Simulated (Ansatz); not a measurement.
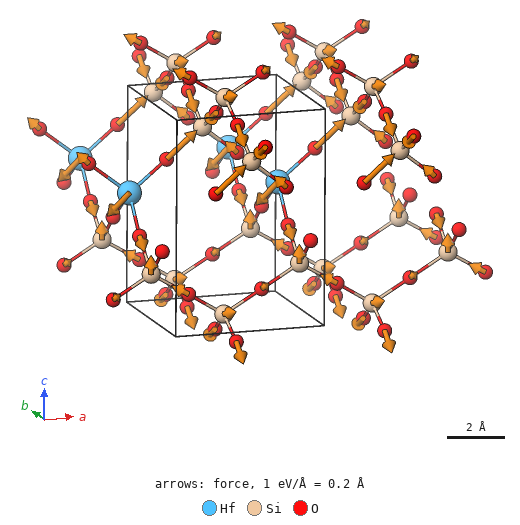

Starting geometry of a crystal of HfSi$_{3}$O$_{8}$ (a generated structure, set up in P1) (coarse preliminary run) with the computed forces as orange arrows. The picture is a ball-and-stick view of the cell of the calculation, repeated 2 × 2 × 1 with one cell outlined, seen slightly off an axis.

The calculation used Ansatz 0.2.0, DFT PBE, scalar-relativistic, plane waves, PAW.

The input:
```yaml
crystal:
  lattice:
    - [5.4995446556, -0.0103912935, 0.0051825032]
    - [-0.0103912935, 5.6427266131, -0.049190978]
    - [0.0075233664, -0.0714098451, 7.8834192989]
  atoms:
    - { symbol: Hf, position: [0.0105173843, -0.0133990247, 0.5056339963] }
    - { symbol: Si, position: [0.5040195019, -0.0025965529, 0.7838399619] }
    - { symbol: Si, position: [0.9974683307, 0.4980810102, 0.2093764795] }
    - { symbol: Si, position: [0.4936775372, 0.513973379, -0.0025244326] }
    - { symbol: O, position: [0.7391530253, -0.000665756, 0.6529779278] }
    - { symbol: O, position: [0.2535268771, 0.5058380303, 0.1020890307] }
    - { symbol: O, position: [0.263266645, -0.0016397022, 0.6465769215] }
    - { symbol: O, position: [0.7426503184, 0.4979433282, 0.1040247183] }
    - { symbol: O, position: [-0.0042073643, 0.2710260496, 0.3496047503] }
    - { symbol: O, position: [0.509949152, 0.7397337993, 0.8906919879] }
    - { symbol: O, position: [-0.0028753816, 0.7365050303, 0.3469435809] }
    - { symbol: O, position: [0.4928539741, 0.2552004088, 0.9107650773] }
basis:
  ecutwfc: 420
kpoints:
  mp_grid: { grid: [4, 4, 2] }
hamiltonian:
  xc: pbe
scf:
  occupations: { method: gaussian, width: 0.1 }
  lower_state_search: "off"
output:
  forces: true
  stress: true
  eigenvalues: true
relax:
  adjacent_minimum: "off"
  f_tol: 0.025
  max_steps: 60
  cell: { stress_tol: 0.25 }
```

Launched with:
```bash
ansatz run input.yaml --threads 1 --pin off --max-ram 2560MiB --backend cpu --events-out ev --progress --plain --runs-dir out
```

Question: What follows when this structure is relaxed?

Answer: It isn't relaxed: the largest force vector, on O7, is 7.60 eV/Å. The final displacements have little in common with the starting forces (cosine between the two patterns 0.16). The energy falls by 1.891 eV per cell of the calculation in 15 accepted moves (19 points after the start). Largest force component: 5.7 eV/Å at the start, 0.006 eV/Å at the end. The pressure goes from 0.43 to 0.02 GPa. The line search rejected the trial steps at points 12, 14 of the run. The SCF was repeated twice at an unchanged geometry on a basis and grid sized afresh for the cell, which shifted the energy by 32.0 meV per cell of the calculation at most. The atom that moves furthest relative to the cell is O7 (0.67 Å along [3 −1 −2]). Largest moves by element: O 0.67 Å, Si 0.25 Å, Hf 0.20 Å. The volume changes by −10.3 %, with a 5.500 → 5.369 Å (−2.4 %), b 5.643 → 5.375 Å (−4.7 %), c 7.884 → 7.606 Å (−3.5 %), α 91.0° → 90.0°, β 89.9° → 90.0°, γ 90.2° → 89.0°. Near-neighbour distances that change, for instance: Hf1–O7 1.782 → 1.941 Å, Si2–O12 1.752 → 1.631 Å, Hf1–O9 2.041 → 1.942 Å, Si3–O11 1.713 → 1.624 Å. Bond angles that change, for instance: Hf1–O5–Si2 177.3° → 140.8°, Hf1–O11–Si3 176.4° → 141.1°, Hf1–O7–Si2 177.6° → 143.5°. The space group stays P1 (No. 1).
